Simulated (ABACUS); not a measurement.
## Run report: Fe, band-structure run (part 3 of 3)

The same run, continued: Fe (Im-3m, 1 atom in the cell); Kohn-Sham DFT of a periodic cell, SCAN, SG15 ONCV 1.2 PBE, spin-polarised (ABACUS 3.10.1); cutoff 1360.57 eV, 10×10×10 k-mesh, fermi-dirac of 0.05 eV, collinear spins. The structure derives from an entry of the Crystallography Open Database.

Geometry of the input (Å; fractional positions):
```
-1.4430  1.4430  1.4430
1.4430  -1.4430  1.4430
1.4430  1.4430  -1.4430
Fe 0.0000  0.0000  0.0000
```

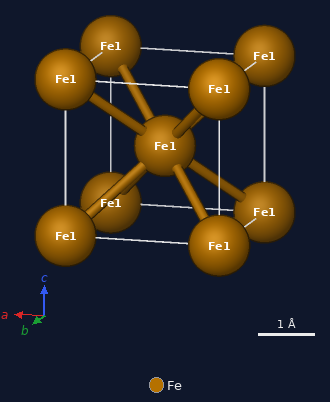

Figure 1. The structure (ball-and-stick view of the cell 2 times as large as that of the calculation, set on its symmetry axes, seen at an oblique angle; atoms are numbered from 1 in the order of the input).

## File mulliken.txt, continued
```
dz^2                                   0              0.9647              0.2893              1.2539              0.6754
dxz                                    0              0.9410              0.4033              1.3443              0.5377
dyz                                    0              0.9442              0.3861              1.3303              0.5581
dx^2-y^2                               0              0.9404              0.2307              1.1712              0.7097
dxy                                    0              0.9344              0.3998              1.3342              0.5345
SUM OVER M                                            4.7246              1.7093              6.4339              3.0154
dz^2                                   1              0.0121              0.0608              0.0729             -0.0487
dxz                                    1              0.0147              0.0358              0.0505             -0.0211
dyz                                    1              0.0183              0.0307              0.0489             -0.0124
dx^2-y^2                               1              0.0271              0.0609              0.0881             -0.0338
dxy                                    1              0.0394              0.0835              0.1228             -0.0441
SUM OVER M                                            0.1115              0.2716              0.3832             -0.1601
SUM OVER M+Zeta                                       4.8362              1.9809              6.8171              2.8553

fz^3                                   0              0.0028              0.0015              0.0043              0.0012
fxz^2                                  0              0.0049              0.0047              0.0097              0.0002
fyz^2                                  0              0.0038              0.0025              0.0063              0.0013
fzx^2-zy^2                             0              0.0021              0.0013              0.0034              0.0008
fxyz                                   0              0.0034              0.0020              0.0055              0.0014
fx^3-3*xy^2                            0              0.0039              0.0047              0.0086             -0.0009
f3yx^2-y^3                             0              0.0027              0.0039              0.0066             -0.0012
SUM OVER M                                            0.0236              0.0207              0.0443              0.0029
SUM OVER M+Zeta                                       0.0236              0.0207              0.0443              0.0029

SUM OVER M+Zeta+L                                     9.4053              6.5947             16.0000              2.8106

Total Charge on atom:                 Fe             16.0000
Total Magnetism on atom:              Fe              2.8106
```
